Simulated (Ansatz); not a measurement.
# Energy of Mo along an even scaling of the cell

System: Mo (P6₃/mmc, 2 atoms in the cell).
Method: DFT, RPBE, plane waves (420 eV) with PAW, scalar-relativistic, no spin polarisation (Ansatz 0.2.0).

The 6 runs differ only in the geometry, by an even scaling of the cell at fixed fractional positions.

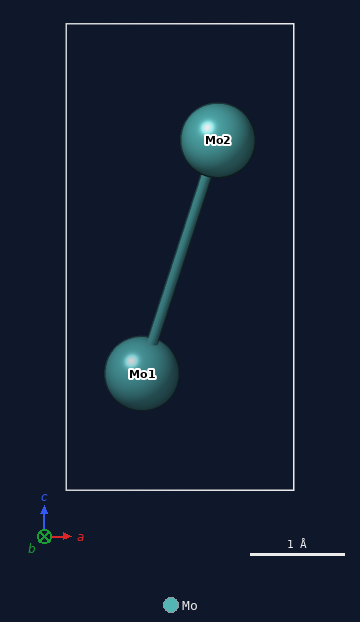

Figure 1. The structure of run 4 (ball-and-stick view of the cell of the calculation, along the b axis; atoms are numbered from 1 in the order of the input).

**Input of run 4**
```yaml
crystal:
  lattice:
    - [2.807301923, 0.0, 0.0]
    - [-1.4036509615, 2.4311947814, 0.0]
    - [0.0, 0.0, 4.982649718]
  atoms:
    - { symbol: Mo, position: [0.3333333333, 0.6666666667, 0.25] }
    - { symbol: Mo, position: [0.6666666667, 0.3333333333, 0.75] }
hamiltonian:
  xc: rpbe
  pseudopotentials:
    kind: paw
    azcp:
      Mo: "pseudopotentials/Mo.paw.azcp"
basis:
  ecutwfc: 420
  fft_grid_basis: typed
kpoints:
  mp_grid: { grid: [15, 15, 7], shift: [0, 0, 0] }
magnetization:
  spin_polarized: false
scf:
  occupations: { method: fermi_dirac, width: 0.1 }
  lower_state_search: "off"
output:
  stress: true
```

Lattice vectors (Å) and fractional positions of run 4:
```
   2.807302    0.000000    0.000000
  -1.403651    2.431195    0.000000
   0.000000    0.000000    4.982650
Mo  0.333333  0.666667  0.250000
Mo  0.666667  0.333333  0.750000
```

Run 3 differs from it as follows:
```diff
-    - [2.807301923, 0.0, 0.0]
-    - [-1.4036509615, 2.4311947814, 0.0]
-    - [0.0, 0.0, 4.982649718]
+    - [2.733390964, 0.0, 0.0]
+    - [-1.366695482, 2.3671860133, 0.0]
+    - [0.0, 0.0, 4.851465959]
```

**Results, with one run withheld**

| run | volume per atom (Å³) | free energy per atom, from the lowest run given (meV) | pressure (GPa) |
| --- | --- | --- | --- |
| 1 | 14.388 | 190.88 | 37.88 |
| 2 | 15.042 | 68.52 | 22.59 |
| 3 | 15.696 | ? | ? |
| 4 | 17.004 | 0.00 | −8.24 |
| 5 | 17.658 | 47.75 | −14.92 |
| 6 | 18.312 | 120.09 | −20.32 |

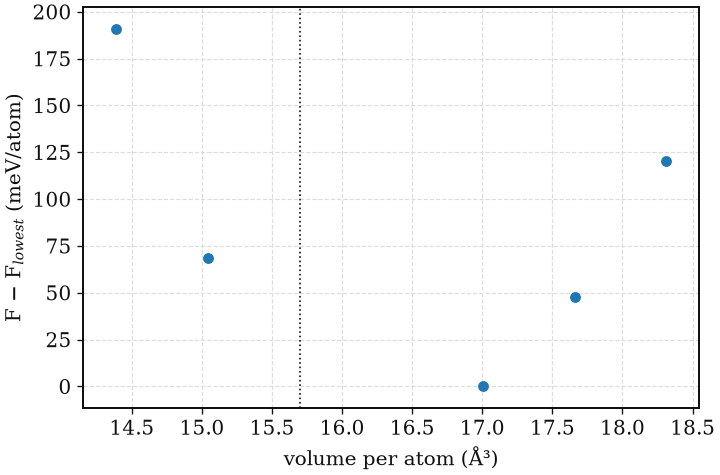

Figure 2. Free energy per atom of the runs given; the dotted line marks run 3.

Fit the runs given and predict run 3.

A cubic polynomial in V^(−2/3) (the Birch–Murnaghan form), fitted to the 5 runs given, misses them by at most 0.05 meV per atom. With x = V^(−2/3) − 0.15516 Å⁻², it reads F = −17.268 − 149.37 x + 1.0834e+06 x² + 5.1747e+05 x³ (meV per atom). At run 3 it gives 2.69 meV per atom, and the run itself gives 2.59. The slope of the fit gives a pressure −dF/dV of 10.12 GPa there, and the run prints 10.14 GPa. The fit has its minimum at 16.351 Å³ per atom, where V d²F/dV² gives 227 GPa. Cell shape and fractional positions are held, so this is the stiffness under even scaling; the relaxed bulk modulus wasn't computed.

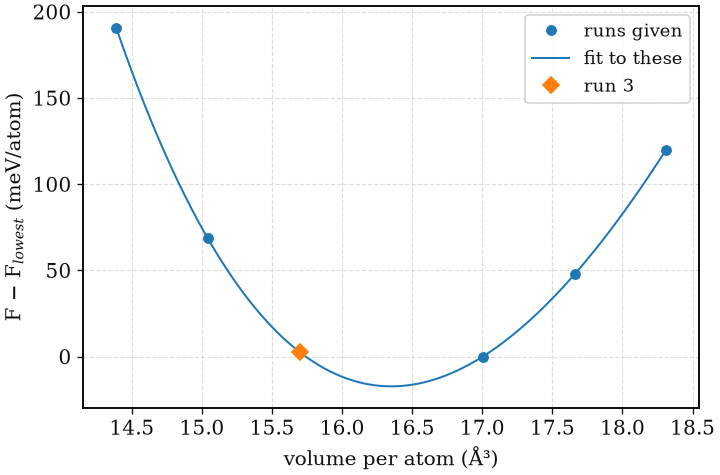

Figure 3. The fit and the withheld run.

**Output, shortened to warnings, some set-up lines, iterations and results (run 3)**
```
Basis set: ecut = 420 eV, 623 PW (Γ)
Symmetry: 24 space group operations
k-points: 108 of 1575
Initial density: superposition of atomic densities (neutral atoms: chi_scale 0, normalization atom), corrected by the library's trained network
[...]
SCF iter   1: F=—  HF=-9925.197611 eV  |F-HF|=—  |Δ(HF+E_count)|=         —  Δρ=6.48e-3  dr2=1.14e-2  ethr=1.77e-3  ⟨swp⟩=5.1  Hψ=8778  notcnv=0
SCF iter   2: F=—  HF=-9925.195527 eV  |F-HF|=—  |Δ(HF+E_count)|=   2.08e-3  Δρ=3.87e-3  dr2=4.08e-3  ethr=4.07e-5  ⟨swp⟩=1.2  Hψ=2849  notcnv=0
SCF iter   3: F=—  HF=-9925.194721 eV  |F-HF|=—  |Δ(HF+E_count)|=   8.06e-4  Δρ=5.65e-4  dr2=7.01e-5  ethr=1.46e-5  ⟨swp⟩=2.1  Hψ=2655  notcnv=0
SCF iter   4: F=—  HF=-9925.194711 eV  |F-HF|=—  |Δ(HF+E_count)|=   9.35e-6  Δρ=1.23e-4  dr2=2.71e-6  ethr=2.50e-7  ⟨swp⟩=2.4  Hψ=3431  notcnv=0
SCF iter   5: F=—  HF=-9925.194711 eV  |F-HF|=—  |Δ(HF+E_count)|=   3.60e-7  Δρ=3.09e-5  dr2=1.98e-7  ethr=9.67e-9  ⟨swp⟩=2.0  Hψ=3274  notcnv=0
SCF iter   6: F=-9925.194711 eV  HF=-9925.194711 eV  |F-HF|=1.52e-9  |Δ(HF+E_count)|=   2.28e-9  Δρ=4.90e-6  dr2=6.07e-9  ethr=3.57e-10  ⟨swp⟩=4.0  Hψ=6185  notcnv=0
SCF 1 converged in 6 iterations: F = -9925.194711 eV  dr2 = 6.07e-9
SCF converged after 6 iterations
Free energy (F): -9925.194711 eV
Harris-Foulkes:  -9925.194711 eV  (|F-HF|=1.52e-9)
Internal energy: -9925.112181 eV  (E = F + TS)
E sigma→0 (E₀):  -9925.153446 eV
Entropy (-TS):   -0.082530 eV (-41.265 meV/atom)
Fermi energy:    20.787593 eV
--- Per-component energies (eV) ---
  E_band       = -107.170064
  E_kinetic    = 883.924597
  E_local      = -1583.881864  (includes V_loc(G=0)·N_el)
  E_nonlocal   = 284.892296
  E_hartree    = 526.605625
  E_xc         = -367.651505
  E_vxc        = -458.369134  (∫ρ·V_xc dr)
  E_paw        = -6416.535871  (= ΣΔE_a)
  E_vpaw       = -286.949232  (= ΣTr[D̂ρ^β])
  E_aug_tail   = 0.000094  (compensation charges beyond the density's cutoff)
  E_ewald      = -3252.283387
  E_core_change = -0.182165  (= ΣΔE_core)
  E_smearing   = -0.082530  (= −TS)
  E_closure    = -0.000000  (closes the sum)
  Σ components = -9925.194711   (vs F -9925.194711, Δ=0.00e0)
--- Stress (GPa, compression-positive) ---
       10.690977       0.000000      -0.000000
       -0.000000      10.690977      -0.000000
       -0.000000      -0.000000       9.032608
  P = ⅓ Tr σ = 10.1382 GPa (101.382 kbar)
```
